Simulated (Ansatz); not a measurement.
## Geometry relaxation, with input and output: AlAs

System: AlAs (F-43m, 2 atoms in the cell).
Method: DFT PBE+D3(BJ), scalar-relativistic, plane waves, PAW, PAW set soft_1, no spin polarisation (Ansatz 0.2.0).

The structure derives from an entry of the Crystallography Open Database.

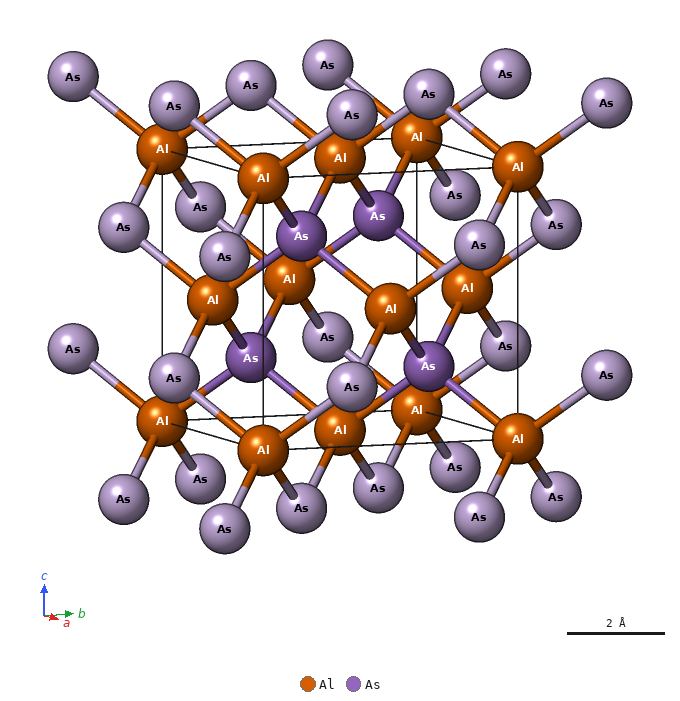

The input geometry (ball-and-stick view of the cell 4 times as large as that of the calculation, set on its symmetry axes, seen slightly off an axis; neighbours outside the cell are drawn fainter). An atom can appear more than once, as a periodic image.

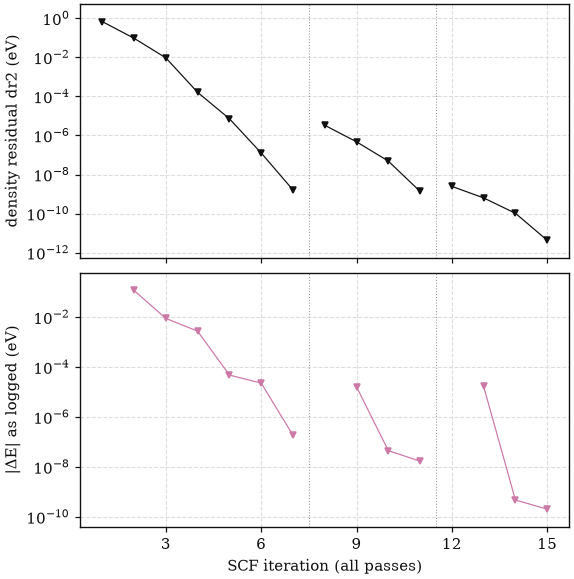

Convergence of the self-consistent field: density residual dr2 and size of the energy change against the SCF iteration. The dotted lines part the SCF passes of the relaxation: geometry steps, rejected trials and re-solves on a re-selected basis. The passes take 7, 4 and 4 iterations.

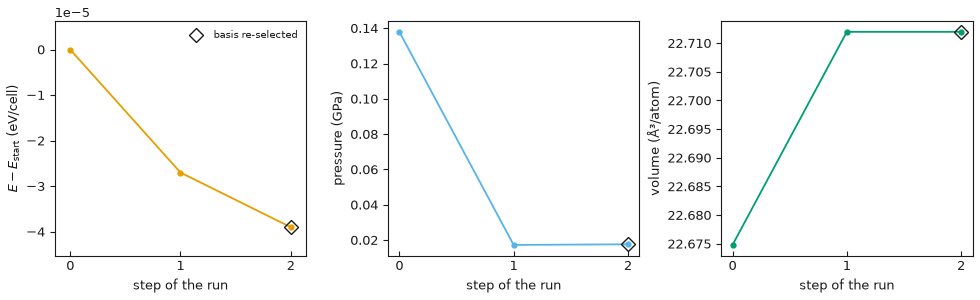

Progress of the relaxation, step by step (the first geometry is step 0 here and step 1 in the log). The energy falls by next to nothing (0.0 meV per cell of the calculation) in 1 geometry step. All forces vanish by symmetry, so only the cell relaxes. The pressure goes from 0.14 to 0.02 GPa. No atom moves by more than 0.005 Å relative to the cell. Cell: a = b = c 5.661 → 5.664 Å (+0.1 %). Volume +0.2 %. The space group stays F-43m (No. 216). A last SCF at the same geometry on a re-selected plane-wave basis shifts the energy by next to nothing (0.0 meV per cell of the calculation).

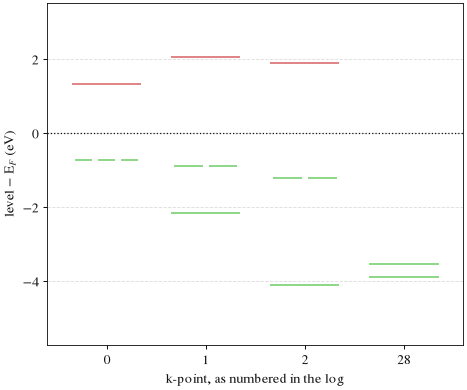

Kohn–Sham levels near the Fermi level (dotted) at the few k-points that the log prints; levels within 0.02 eV of each other stand side by side. Among these points the highest filled and lowest empty levels are 2.04 eV apart; the gap on the full mesh, 1.45 eV, has an edge at a point that isn't printed.

The input and output of the run follow.

**Input**
```yaml
crystal:
  lattice:
    - [0.0, 2.8304, 2.8304]
    - [2.8304, 0.0, 2.8304]
    - [2.8304, 2.8304, 0.0]
  atoms:
    - { symbol: Al, position: [0.0, 0.0, 0.0] }
    - { symbol: As, position: [0.75, 0.75, 0.75] }
basis:
  ecutwfc: 420
kpoints:
  mp_grid: { grid: [8, 8, 8] }
hamiltonian:
  xc: pbe
  pseudopotentials: { kind: paw, azcp: { folder: soft_1 } }
  dispersion: d3bj
scf:
  occupations: { method: gaussian, width: 0.02 }
output:
  forces: true
  stress: true
  eigenvalues: true
relax:
  adjacent_minimum: "off"
  f_tol: 0.005
  max_steps: 80
  cell: { stress_tol: 0.05 }
```

Launch command:
```bash
ansatz run input.yaml --threads 1 --pin off --max-ram 3072MiB --backend cpu --events-out ev --progress --plain --runs-dir out
```

**The program's output**
```
Engine: ansatz 0.2.0, aarch64-unknown-linux-gnu
Pseudopotentials: kind: paw
Pseudopotential: Al, paw, valence charge 3, recommended cutoff 420 eV (normal), [file]
Pseudopotential: As, paw, valence charge 15, recommended cutoff 420 eV (normal), [file]
Functional definition: PBE
  parameter kappa = 0.804
  parameter beta = 0.06672455060314922
  exchange = pbe_x(kappa = kappa, mu = beta*pi^2/3)
  correlation = pbe_c(beta = beta)
Crystal: 2 atoms, lattice volume = 45.350 Å³
Basis set: ecut = 420 eV, 893 PW (Γ), exchange–correlation on 54×54×54 points (8 copies of the dense FFT grid, shifted against one another)
Bands: 13, of which v1, the nominal top of the filled ones, is band 9 counted from 1 (8 counted from 0)
Symmetry: 24 space group operations
Space group: F-43m (ITA 216), of the structure as read, at distance tolerance 3.6e-5 Å
k-points: 29 of 512 (time reversal used)
Non-local potential: Al, projectors of the file, l = 0: 2, l = 1: 2, l = 2: 1
Non-local potential: As, projectors of the file, l = 0: 2, l = 1: 2, l = 2: 3, l = 3: 1
PAW form: soft (Blöchl's): semilocal exchange-correlation on the pseudo side does not see the compensation charge
PAW one-centre angular grid: Al, 110 points (default); XC on 64 Gauss nodes
PAW one-centre angular grid: As, 590 points (default); XC on 64 Gauss nodes
Initial density: superposition of atomic densities (chi_scale 0.1, normalization cell, long waves kept (reshape's long-wave potential 0.00 eV rms))
Initial wavefunctions: pseudopotential atomic-orbital guess
Functional: x = pbe(κ = 0.804, μ = 0.2195149727645171), c = pbe(β = 0.06672455060314922)
SCF iter   1: F=—  HF=-5395.373251 eV  |F-HF|=—  |Δ(HF+E_count)|=         —  Δρ=3.65e-2  dr2=6.77e-1  ethr=3.10e-3  ⟨swp⟩=5.9  Hψ=2308  notcnv=0
preconditioner: auto → none  [insulator: Δε(μ)=1.808 eV  Ē_g=10.102 eV  σ=0.020 eV  W_gap=1.00  n_scr=14 (ndim 8)  ℏωp=15.6 eV  f_vac=0.000  D(μ)=0.00/eV (n_scr^D=0)  ε∞_Penn≈3.4]
SCF iter   2: F=—  HF=-5395.256115 eV  |F-HF|=—  |Δ(HF+E_count)|=   1.17e-1  Δρ=1.68e-2  dr2=9.46e-2  ethr=3.10e-3  ⟨swp⟩=2.1  Hψ=734  notcnv=0
SCF iter   3: F=—  HF=-5395.247207 eV  |F-HF|=—  |Δ(HF+E_count)|=   8.91e-3  Δρ=4.25e-3  dr2=9.41e-3  ethr=5.26e-4  ⟨swp⟩=3.0  Hψ=754  notcnv=0
SCF iter   4: F=—  HF=-5395.244463 eV  |F-HF|=—  |Δ(HF+E_count)|=   2.74e-3  Δρ=8.24e-4  dr2=1.61e-4  ethr=5.23e-5  ⟨swp⟩=2.1  Hψ=757  notcnv=0
SCF iter   5: F=—  HF=-5395.244511 eV  |F-HF|=—  |Δ(HF+E_count)|=   4.79e-5  Δρ=2.01e-4  dr2=7.18e-6  ethr=8.94e-7  ⟨swp⟩=2.6  Hψ=490  notcnv=0
SCF iter   6: F=—  HF=-5395.244534 eV  |F-HF|=—  |Δ(HF+E_count)|=   2.28e-5  Δρ=2.37e-5  dr2=1.27e-7  ethr=3.99e-8  ⟨swp⟩=2.2  Hψ=472  notcnv=0
SCF iter   7: F=-5395.244534 eV  HF=-5395.244534 eV  |F-HF|=1.86e-10  |Δ(HF+E_count)|=   1.87e-7  Δρ=1.76e-6  dr2=1.63e-9  ethr=5.56e-10  ⟨swp⟩=5.1  Hψ=1791  notcnv=0
SCF 1 converged in 7 iterations: F = -5395.244534 eV  dr2 = 1.63e-9
  greatest PAW one-centre occupation: 0.999 electrons in one spin orbital (limit 2), on the As atom at site 1 (counted from 0), in its partial waves of l = 2
relax step   1: F+E_penalty+E_count = -5395.24453392 eV  Δ(F+E_penalty+E_count) = +0.000e0 eV  max|allowed force component| = 8.587e-17 eV/Å  Δτ_max = 0.0000 Å  P = +0.138 GPa  Ω = 45.350 Å³  (7 SCF iters, dr2 threshold 1.00e-7 eV, accepted)
Crystal: 2 atoms, lattice volume = 45.424 Å³
Initial density: handed on by an earlier stage of this run
Initial wavefunctions: those handed on with the density
iter 1 solved again at ethr=2.00e-8 eV; its pass at ethr=3.10e-3 eV (dr2=3.61e-6 eV) is discarded
SCF iter   1: F=—  HF=-5395.244544 eV  |F-HF|=—  |Δ(HF+E_count)|=         —  Δρ=7.06e-5  dr2=3.33e-6  ethr=2.00e-8  ⟨swp⟩=2.0  Hψ=2537  notcnv=0
preconditioner: auto → none  [insulator: Δε(μ)=1.448 eV  Ē_g=9.911 eV  σ=0.020 eV  W_gap=1.00  n_scr=14 (ndim 8)  ℏωp=15.6 eV  f_vac=0.005  D(μ)=0.00/eV (n_scr^D=0)  ε∞_Penn≈3.5]
SCF iter   2: F=—  HF=-5395.244561 eV  |F-HF|=—  |Δ(HF+E_count)|=   1.62e-5  Δρ=3.08e-5  dr2=4.74e-7  ethr=1.85e-8  ⟨swp⟩=2.3  Hψ=481  notcnv=0
SCF iter   3: F=—  HF=-5395.244561 eV  |F-HF|=—  |Δ(HF+E_count)|=   4.49e-8  Δρ=7.53e-6  dr2=4.89e-8  ethr=2.63e-9  ⟨swp⟩=2.7  Hψ=638  notcnv=0
SCF iter   4: F=-5395.244561 eV  HF=-5395.244561 eV  |F-HF|=9.96e-10  |Δ(HF+E_count)|=   1.70e-8  Δρ=2.17e-6  dr2=1.37e-9  ethr=2.64e-10  ⟨swp⟩=4.0  Hψ=1175  notcnv=0
SCF 2 converged in 4 iterations: F = -5395.244561 eV  dr2 = 1.37e-9
relax step   2: F+E_penalty+E_count = -5395.24456063 eV  Δ(F+E_penalty+E_count) = -2.671e-5 eV  max|allowed force component| = 2.631e-17 eV/Å  Δτ_max = 0.0000 Å  P = +0.017 GPa  Ω = 45.424 Å³  energy of the carried Pulay correction = -9.281e-6 eV  (4 SCF iters, dr2 threshold 4.76e-8 eV, accepted)
Initial wavefunctions: pseudopotential atomic-orbital guess (no wavefunctions were taken with the density)
iter 1 solved again at ethr=1.49e-7 eV; its pass at ethr=3.10e-3 eV (dr2=2.69e-5 eV) is discarded
SCF iter   1: F=—  HF=-5395.244556 eV  |F-HF|=—  |Δ(HF+E_count)|=         —  Δρ=2.73e-6  dr2=2.48e-9  ethr=1.49e-7  ⟨swp⟩=3.0  Hψ=3293  notcnv=0
eigensolver tolerance schedule: the retry pair's looser diagonalisation over-reported the residual by 10861.93 of it (diagonalisation noise at 1.10 of the residual, at the tolerance the schedule requests for it); recorded, not acted on — ethr = c·dr2/N_el stays at c = 1.0e-1
SCF iter   2: F=—  HF=-5395.244573 eV  |F-HF|=—  |Δ(HF+E_count)|=   1.68e-5  Δρ=1.41e-6  dr2=6.34e-10  ethr=1.38e-11  ⟨swp⟩=2.9  Hψ=701  notcnv=0
SCF iter   3: F=—  HF=-5395.244573 eV  |F-HF|=—  |Δ(HF+E_count)|=  4.73e-10  Δρ=5.90e-7  dr2=1.04e-10  ethr=3.52e-12  ⟨swp⟩=2.0  Hψ=472  notcnv=0
SCF iter   4: F=-5395.244573 eV  HF=-5395.244573 eV  |F-HF|=5.46e-12  |Δ(HF+E_count)|=  2.03e-10  Δρ=1.05e-7  dr2=4.31e-12  ethr=1.00e-12  ⟨swp⟩=3.9  Hψ=1617  notcnv=0
SCF 3 converged in 4 iterations: F = -5395.244573 eV  dr2 = 4.31e-12
relax step   3: F+E_penalty+E_count = -5395.24457314 eV  Δ(F+E_penalty+E_count) = -1.251e-5 eV  max|allowed force component| = 2.804e-17 eV/Å  Δτ_max = 0.0000 Å  P = +0.018 GPa  Ω = 45.424 Å³  stress off target by 1.76e-2 GPa  SCF on the basis re-selected at this cell (its energy is not comparable with the rows above)  (4 SCF iters)
basis re-selected at this cell: Δ(F+E_penalty+E_count) = -1.251e-5 eV, ΔP = +0.000 GPa vs the last step (what re-selecting the basis moved, of the pressure what is left beyond the Pulay correction that the steps carried, after the strain that the cell walked since its last selection, with what the two solves' SCF thresholds leave and, on support functions, any second-order correction that the steps lacked; it is no measure of the basis error at this ecutwfc). This SCF's stress stands 1.76e-2 GPa from its target on what of the cell is left free (relax.cell.stress_tol is 5.00e-2 GPa) and its largest allowed force component is 2.80e-17 eV/Å (relax.f_tol is 5.00e-3 eV/Å): within both
SCF converged after 4 iterations
Free energy (F): -5395.244573 eV
Harris-Foulkes:  -5395.244573 eV  (|F-HF|=5.46e-12)
Internal energy: -5395.244573 eV  (E = F + TS)
E sigma→0 (E₀):  -5395.244573 eV
Fermi energy:    6.816362 eV
--- Per-component energies (eV) ---
  E_band       = -271.302567
  E_kinetic    = 120.927721
  E_local      = -2381.136651  (includes V_loc(G=0)·N_el)
  E_nonlocal   = -383.154525
  E_hartree    = 1295.620171
  E_xc         = -108.348350
  E_vxc        = -103.252011  (∫ρ·V_xc dr)
  E_paw        = -2482.978630  (= ΣΔE_a)
  E_vpaw       = -115.927445  (= ΣTr[D̂ρ^β])
  E_aug_tail   = -0.000005  (compensation charges beyond the density's cutoff)
  E_ewald      = -1455.540924
  E_disp       = -0.633380  (pairwise vdW)
  E_smearing   = -0.000000  (= −TS)
  E_closure    = 0.000000  (closes the sum)
  Σ components = -5395.244573   (vs F -5395.244573, Δ=0.00e0)
--- Forces (eV/Å), atoms counted from 1 ---
  atom   1  Al    -0.00000000     0.00000000     0.00000000
  atom   2  As     0.00000000     0.00000000    -0.00000000
  max |Σ_I F_I| component: 5.49e-17 eV/Å
--- Stress (GPa, compression-positive) ---
        0.017616      -0.000000       0.000000
        0.000000       0.017616       0.000000
        0.000000       0.000000       0.017616
  P = ⅓ Tr σ = 0.0176 GPa (0.176 kbar)
--- Band table (eV; the first three rows and the last of 29) ---
  k-point 0: bands = ["-28.2837", "-28.2837", "-28.2837", "-28.2735", "-28.2735", "-5.7600", "6.0923", "6.0923", "6.0923", "8.1358", "10.3932", "10.3932", "10.3932"]
  k-point 1: bands = ["-28.2837", "-28.2836", "-28.2836", "-28.2735", "-28.2735", "-5.6079", "4.6696", "5.9326", "5.9326", "8.8843", "10.6739", "10.6739", "10.7937"]
  k-point 2: bands = ["-28.2836", "-28.2833", "-28.2833", "-28.2734", "-28.2734", "-5.1858", "2.7174", "5.6168", "5.6168", "8.7104", "11.0138", "11.0138", "12.5396"]
  k-point 28: bands = ["-28.2834", "-28.2830", "-28.2819", "-28.2737", "-28.2730", "-3.7721", "1.0215", "2.9307", "3.2854", "10.4204", "11.7351", "11.8017", "12.1572"]
--- Relaxed structure (2 steps of the walk, 2 accepted, 1 SCFs on fresh bases) ---
  F+E_penalty+E_count = -5395.24457314 eV   max|allowed force component| = 2.804e-17 eV/Å   (the final SCF, on the basis selected at the relaxed cell)
  cell:  # Å, volume = 45.4240 Å³
    - [3.3119918213821335e-34, 2.831946194924812, 2.831946194924812]
    - [2.831946194924812, 2.1910099741451038e-33, 2.831946194924812]
    - [2.831946194924812, 2.831946194924812, 2.2164868343095818e-33]
  atoms:
    - { symbol: Al, position: [5.556962930738563e-34, -5.2167407104892625e-34, -5.670370337488329e-34] }
    - { symbol: As, position: [0.7499999999999999, 0.7499999999999999, 0.7499999999999999] }
```

**Trajectory as extended XYZ (Å, eV, eV/Å), 3 frames, from step=1 to step=3**
```
2
Lattice="0.0000 2.8304 2.8304 2.8304 0.0000 2.8304 2.8304 2.8304 0.0000" Properties=species:S:1:pos:R:3:forces:R:3 step=1 energy=-5395.24453 pressure_GPa=0.14
Al    0.0000    0.0000    0.0000    0.0000   0.0000   0.0000
As    4.2456    4.2456    4.2456    0.0000   0.0000   0.0000
2
Lattice="0.0000 2.8319 2.8319 2.8319 0.0000 2.8319 2.8319 2.8319 0.0000" Properties=species:S:1:pos:R:3:forces:R:3 step=2 energy=-5395.24456 pressure_GPa=0.02
Al    0.0000    0.0000    0.0000    0.0000   0.0000   0.0000
As    4.2479    4.2479    4.2479    0.0000   0.0000   0.0000
2
Lattice="0.0000 2.8319 2.8319 2.8319 0.0000 2.8319 2.8319 2.8319 0.0000" Properties=species:S:1:pos:R:3:forces:R:3 step=3 energy=-5395.24457 pressure_GPa=0.02
Al    0.0000    0.0000    0.0000    0.0000   0.0000   0.0000
As    4.2479    4.2479    4.2479    0.0000   0.0000   0.0000
```

**Key numbers**

```csv
quantity,value
outcome,converged
space group (tolerance 0.01 Å),F-43m (216)
electrons treated,18
free energy,−5395.2446 eV
Fermi energy,6.816 eV
gap on the k-point mesh,1.45 eV
pressure,0.02 GPa
final volume,45.42 Å³
largest force (length of the vector) at the end,under 0.001 eV/Å
final cell,"a = 4.005 Å, b = 4.005 Å, c = 4.005 Å, α = 60.00°, β = 60.00°, γ = 60.00°"
hardware,"1 thread of Arm Neoverse V2, 24 GiB of memory available, shared host"
wall time,6.1 s
peak memory,0.3 GiB
```
